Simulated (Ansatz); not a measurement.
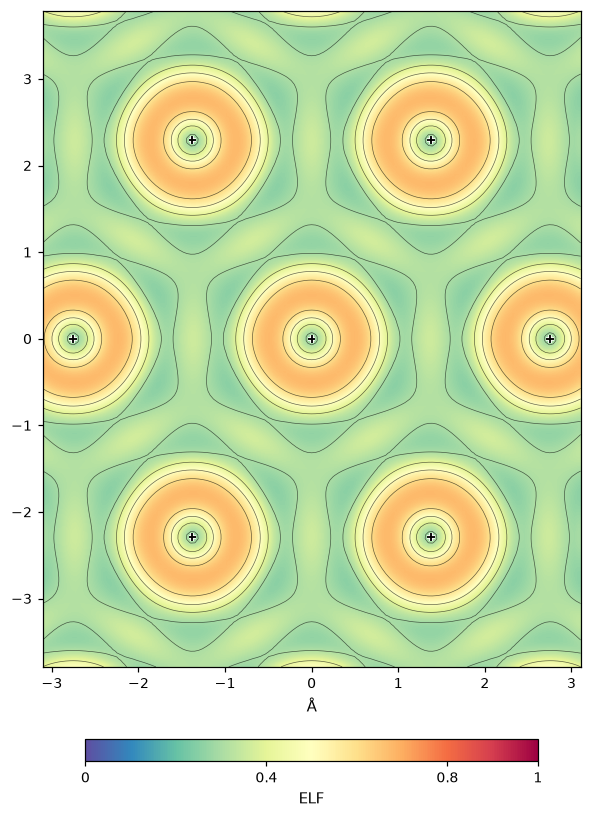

The ELF on a plane through atoms (crosses mark nuclei in the plane).

Theory: Ansatz 0.2.0, DFT, PBE, PAW with Ansatz's default frozen-core files, scalar-relativistic.

Candidates:
A. BaTiO3, a = 4.00 Å, b = 4.00 Å, c = 4.10 Å, α = 90.00°, β = 90.00°, γ = 90.00°. Space group P4mm; changed on purpose from its base cell (zz strain of +2 %, PAW files); not relaxed (largest force 0.7 eV/Å); computed without spin polarisation.
B. TiO2, a = 3.86 Å, b = 3.86 Å, c = 9.51 Å, α = 90.00°, β = 90.00°, γ = 90.00°. Space group I4₁/amd; changed on purpose from its base cell (equal xx and yy strain of +2 %, PAW files); not relaxed (largest force 0.3 eV/Å); computed pressure about −2 GPa in this cell; computed without spin polarisation.
C. Ir, a = 2.76 Å, b = 2.76 Å, c = 6.45 Å, α = 90.00°, β = 90.00°, γ = 120.00°. Space group R-3m; changed on purpose from its base cell (equal xy, yz and zx shear strains of -3 %, PAW files); computed pressure about 10 GPa in this cell; computed without spin polarisation.

Question: Which system is this?

Answer: Candidate C: Ir on the (011̄) plane of the conventional cell, which holds Ir. Ir–Ir (2.67 Å): the ELF is about 0.35 at the midpoint. Ir–Ir (2.76 Å): the ELF is about 0.35 at the midpoint.
